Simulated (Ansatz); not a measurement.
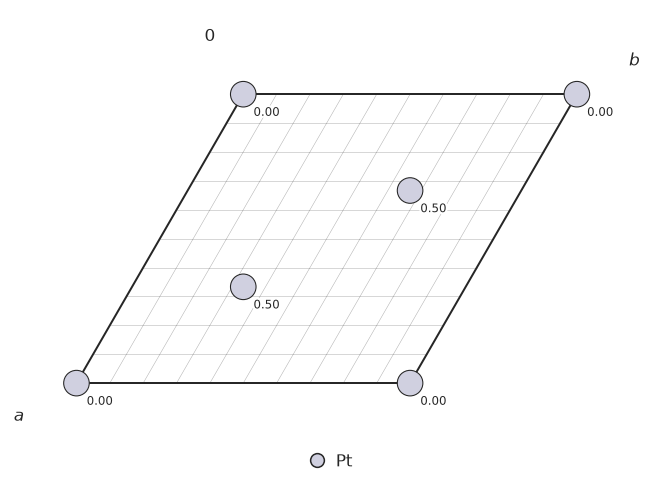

Plan of a unit cell projected along c (a down the page, b across); the numbers are heights as fractions of c, and atoms on the cell's edges are repeated. The grid marks tenths of a and b. Source: the input geometry of an electronic-structure calculation (not necessarily at equilibrium); the starting structure was generated, so it need not be a known form of this composition. Geometry calculated from the standardised cell; symmetry tolerance 0.002 Å.

a = 4.561 Å, b = 4.561 Å, c = 2.719 Å, α = 90.00°, β = 90.00°, γ = 120.00°.

Question: What does the cell contain?

Answer: 3 Pt: Pt, Z = 3.

Question: Which space group?

Answer: No. 191, P6/mmm, primitive hexagonal.

Question: Give the independent sites, coordinates to two places.

Answer:
| atom | site | symmetry | x | y | z |
| --- | --- | --- | --- | --- | --- |
| Pt | 1a | 6/mmm | 0.00 | 0.00 | 0.00 |
| Pt | 2d | -6m2 | 0.33 | 0.67 | 0.50 |
